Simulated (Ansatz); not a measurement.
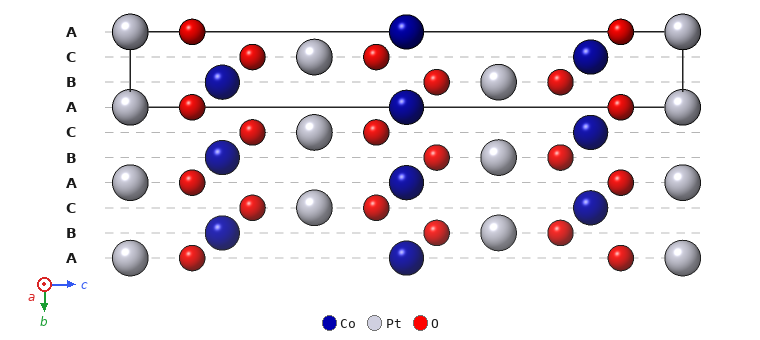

The picture looks along a close-packed row of the hexagonal mesh; c points to the right. The dashed lines mark the three columns A (0, 0), B (1/3, 2/3) and C (2/3, 1/3). The sequence starts with the first layer at or above the cell's origin.

System CoPtO₂; source of the atomic positions: the geometry relaxed at fixed volume with DFT r2SCAN, scalar-relativistic, plane waves, PAW in Ansatz.

Read off the stacking sequence over one period.

Pt(A) – O(A) – Co(B) – O(C) – Pt(C) – O(C) – Co(A) – O(B) – Pt(B) – O(B) – Co(C) – O(A) (twelve layers in 17.69 Å).

How are the O layers alone stacked?

O layers alone: ACCBBA, a sequence in which some neighbouring layers lie directly above each other.

Which positions between or in the O layers do the other atoms fill?

Co: three octahedral sites; Pt: three linear sites in each hexagonal cell.
